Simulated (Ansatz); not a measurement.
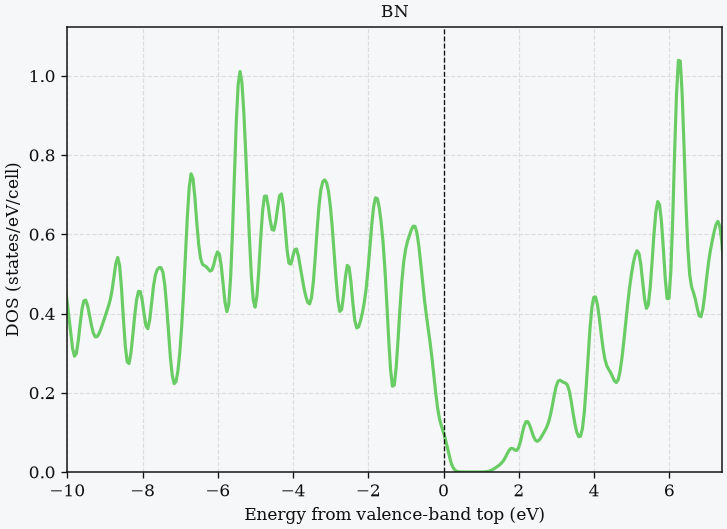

Density of states. Energies are counted from the top of the valence band. The curve is built from the levels of the k mesh with Gaussians 0.3 eV wide, which also blur the band edges.

This input was run:

```
crystal:
  lattice:
    - [0.0, 1.7446164103, 1.7446164103]
    - [1.7446164103, 0.0, 1.7446164103]
    - [1.7446164103, 1.7446164103, 0.0]
  atoms:
    - { symbol: B, position: [0.0, 0.0, 0.0] }
    - { symbol: "N", position: [0.5, 0.5, 0.5] }
kpoints:
  mp_grid: { grid: [14, 14, 14] }
  band_path:
    path:
      - [0.0, 0.0, 0.0]
      - [0.5, 0.0, 0.5]
      - [0.625, 0.25, 0.625]
      - [0.375, 0.375, 0.75]
      - [0.5, 0.5, 0.5]
      - [0.5, 0.25, 0.75]
    npoints: 1
hamiltonian:
  xc: r2scan
  dispersion: rvv10
scf:
  occupations: { method: fermi_dirac, width: 0.03 }
  n_extra_bands: 4
output:
  forces: true
  stress: true
  eigenvalues: true
  write_density: true
  write_potential: true
  elf: true
  volumetric_format: npy
```

Launched with:
```bash
ansatz run input.yaml --threads 2 --pin off --max-ram 2211MiB --backend cpu --events-out ev --progress --plain --runs-dir out
```

**Is there a gap at the Fermi level, and how wide?**

There is a gap; over the k points computed it is 1.41 eV (indirect; the smallest direct gap is 6.54 eV).

**Where is the tallest peak of the filled states in the window?**

Within the window shown, the tallest peak of the filled states lies 5.4 eV under the valence-band top, at about 1 states per eV and cell.
